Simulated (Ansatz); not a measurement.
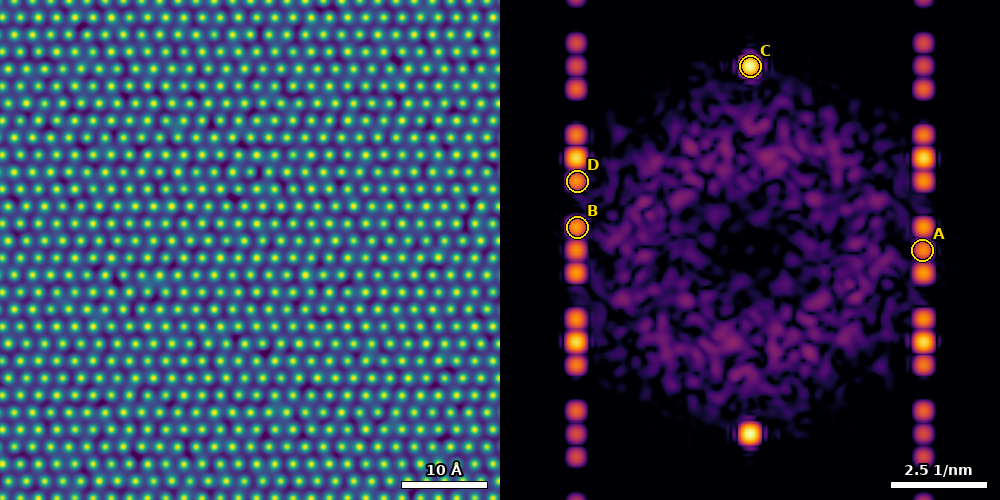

iDPC-like image of a crystal. Simulated as the projected potential of neutral atoms (B = 0.5 Å²) blurred by a 0.77 Å probe, the thin-sample limit of integrated differential phase contrast. The display is stretched by a gamma of 0.8; percentages refer to the linear signal. The speckle of an amorphous layer was added.

The right panel is the modulus of the image's Fourier transform on a logarithmic scale.

Q: Which lattice spacings do the marked spots stand for, and what angle do A and B enclose?

A: 2.2 Å, B: 2.2 Å, C: 2.1 Å, D: 2.0 Å; A and B enclose about 172°.

The crystal is Cu (P6_3/mmc, No. 194) along [100]; the spots are (0 -1 0), (0 1 -1), (0 0 -8) and (0 1 -3). Structure: the end point of a relaxation with DFT PBEsol, scalar-relativistic, plane waves, PAW (Ansatz); the starting structure was generated, so it need not be a known form of this composition.
